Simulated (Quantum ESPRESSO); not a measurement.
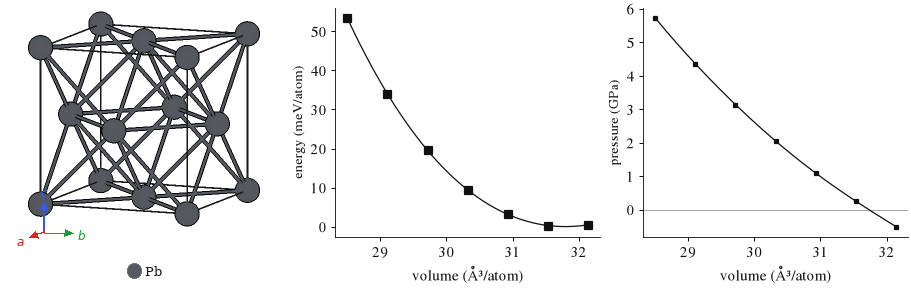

The picture above shows the energy and pressure against volume for Pb, space group Fm-3m (No. 225). The conventional cell is drawn beside the plot.

Cell as given: a = 3.500 Å, b = 3.500 Å, c = 3.500 Å, α = 60.00°, β = 60.00°, γ = 60.00°; 1 atom.

Calculation (Quantum ESPRESSO 7.5): plane-wave DFT, no spin polarisation; energies at scaled volumes of the given cell, shape and fractions fixed, counted from the fit's minimum, third-order Birch-Murnaghan fit. Level: PBE.

k mesh 9×9×9; occupations Fermi–Dirac; smearing width 0.05 eV; potentials GBRV 1.5 PBE; wave cutoff 612.3 eV; density cutoff 4898 eV.

Give the fitted equation-of-state parameters.

Answer. A third-order Birch–Murnaghan fit gives V0 = 31.80 Å³/atom, B0 = 39.8 GPa and B′ = 5.3.

How does the pressure vary with volume?

Answer. It falls from 5.73 GPa at volume 28.50 Å³/atom to −0.51 GPa at 32.14 Å³/atom, and changes sign near 31.73 Å³/atom.

Note: spin-orbit coupling left out, heavy elements.

The computed values:

```json
{"volume (Å³/atom)": "28.50", "energy (meV/atom)": "53.44", "pressure (GPa)": "5.73"}
{"volume (Å³/atom)": "29.11", "energy (meV/atom)": "34.01", "pressure (GPa)": "4.36"}
{"volume (Å³/atom)": "29.72", "energy (meV/atom)": "19.53", "pressure (GPa)": "3.14"}
{"volume (Å³/atom)": "30.32", "energy (meV/atom)": "9.39", "pressure (GPa)": "2.05"}
{"volume (Å³/atom)": "30.93", "energy (meV/atom)": "3.13", "pressure (GPa)": "1.09"}
{"volume (Å³/atom)": "31.54", "energy (meV/atom)": "0.26", "pressure (GPa)": "0.25"}
{"volume (Å³/atom)": "32.14", "energy (meV/atom)": "0.46", "pressure (GPa)": "-0.51"}
```
